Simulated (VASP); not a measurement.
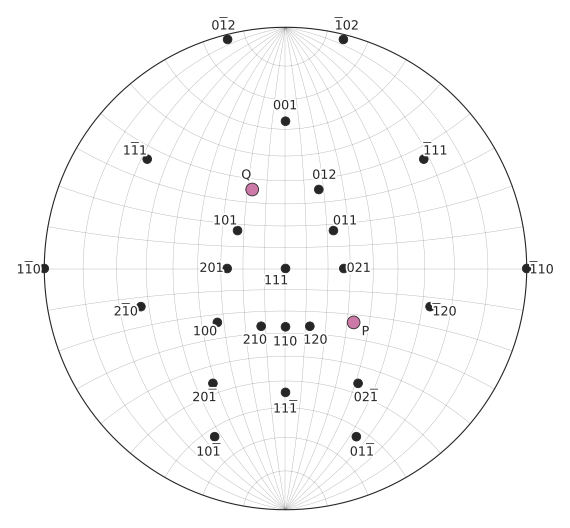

For WC, the end point of a relaxation with VASP, VASP Kohn-Sham DFT of a periodic cell, PBE, VASP PAW PBE potentials, gw: stereographic projection of plane normals (upper hemisphere) centred on (1 1 1). The drawing is computed from the coordinates (standard cell, symmetry found to 0.002 Å).

a = 2.922 Å, b = 2.922 Å, c = 2.845 Å, α = 90.00°, β = 90.00°, γ = 120.00°.

**Index the poles marked P, Q.**

P is (0 1 0), in four indices (0 1 −1 0), 39.6° from the centre; Q is (1 0 2), in four indices (1 0 −1 2), 39.1° from the centre.

**What is the angle between the normals of (1 −1 1) and (1 −1 0), and what are their d_hkl = 1/|g|?**

41.6°; d = 1.891 Å and 2.531 Å.
